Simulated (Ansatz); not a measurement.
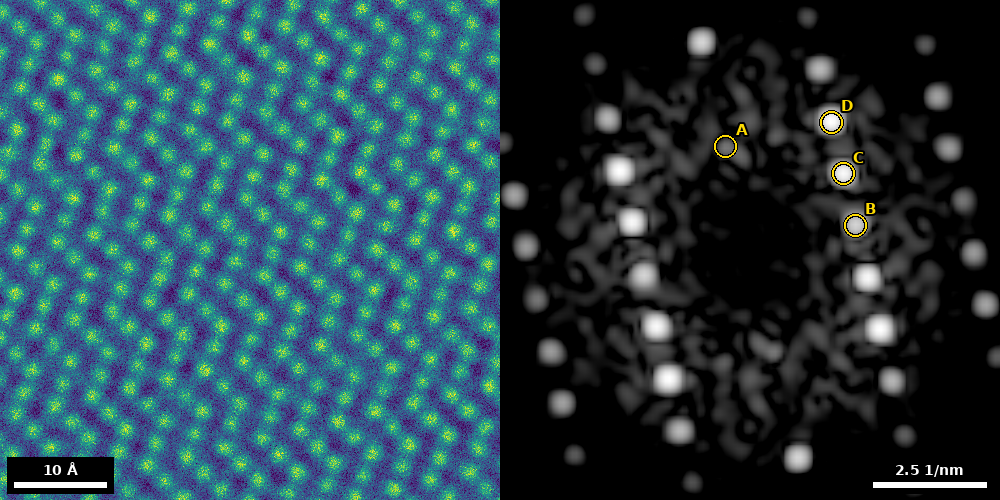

iDPC-like image of a crystal. Simulated as the projected potential of neutral atoms (B = 0.8 Å²) blurred by a 1.30 Å probe, the thin-sample limit of integrated differential phase contrast. The display is stretched by a gamma of 0.8; percentages refer to the linear signal. Shot noise and the speckle of an amorphous layer were added.

The right panel is the modulus of the image's Fourier transform on a logarithmic scale.

Q: Which lattice spacings do the marked spots stand for, and what angle do A and B enclose?

A: 4.3 Å, B: 4.2 Å, C: 3.8 Å, D: 3.0 Å; A and B enclose about 90°.

The crystal is RbBr (P6_3/mmc, No. 194) along [100]; the spots are (0 0 -2), (0 -1 0), (0 -1 -1) and (0 -1 -2). Structure used: coordinates from a relaxation with DFT PBE, scalar-relativistic, plane waves, PAW in Ansatz; the starting structure was generated, so it need not be a known form of this composition.
